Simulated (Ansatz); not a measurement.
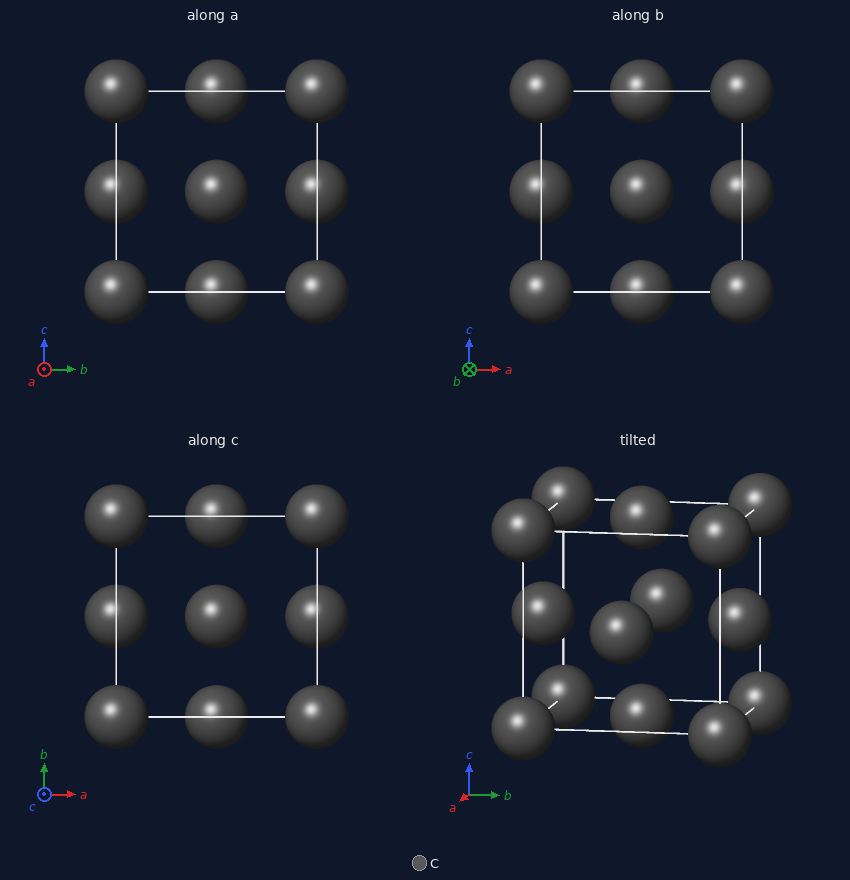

Shown here is a spheres-only view of the crystal, taken along the a axis, along the b axis, along the c axis and slightly off an axis. The box is the conventional unit cell; atoms on or close to its faces, edges and corners are drawn wherever they repeat.

Lattice parameters: a = 3.0831 Å, b = 3.0831 Å, c = 3.0831 Å, α = 90.000°, β = 90.000°, γ = 90.000°.

Reconstruct the structure as a CIF in P1 with every atom of the cell.

```cif
data_structure
_symmetry_space_group_name_H-M 'P 1'
_symmetry_Int_Tables_number 1
_cell_length_a 3.0831
_cell_length_b 3.0831
_cell_length_c 3.0831
_cell_angle_alpha 90.000
_cell_angle_beta 90.000
_cell_angle_gamma 90.000
_cell_volume 29.31
loop_
_atom_site_label
_atom_site_type_symbol
_atom_site_fract_x
_atom_site_fract_y
_atom_site_fract_z
_atom_site_occupancy
C1 C 0.0000 0.0000 0.0000 1
C2 C 0.0000 0.5000 0.5000 1
C3 C 0.5000 0.0000 0.5000 1
C4 C 0.5000 0.5000 0.0000 1
```

The structure was taken from a structure type filled with this element by a generator (whether the element takes this form wasn't checked). Earlier steps of the study may have refined or changed the cell and positions. Ansatz was used for an electronic-structure calculation on it.
